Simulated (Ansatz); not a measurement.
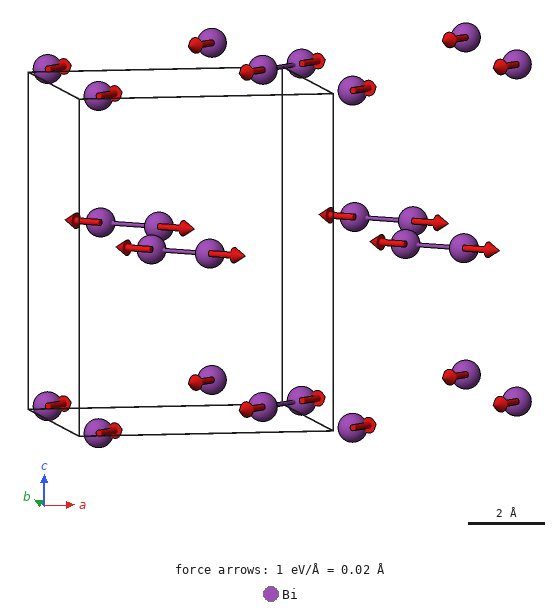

A changed version of a symmetric starting cell of Bi (made from another compound by putting Bi in place of N), with the computed forces as red arrows. Besides, all lengths are scaled by +1.9 % (volume +5.8 %). A ball-and-stick model of the cell of the calculation, repeated 2 × 2 × 1 with one cell outlined, seen slightly off an axis.

These are results of Ansatz 0.2.0, DFT PBE, scalar-relativistic, plane waves, PAW, not measurements. (plane-wave cutoff 420 eV; k-point mesh 4 × 4 × 4; occupations gaussian; smearing width 0.02 eV; no spin polarisation)

**How do the forces relate to the distortion?**

The atoms keep their fractional coordinates. No relaxation follows. The starting cell wasn't computed here and needn't be at equilibrium, so pressure and forces aren't due to the change alone. The pressure is 26.9 GPa (not all of it need come from the change, since the unchanged cell can be under pressure at this level too). The principal stresses (compression positive) are −0.1 GPa along c and 40.4 GPa across it. The largest forces, 58 eV/Å, act on 4 Bi atoms of the calculation's cell. Some distances before and after: Bi–Bi 1.825 → 1.860 Å. The space group stays P4_2/mnm (No. 136).
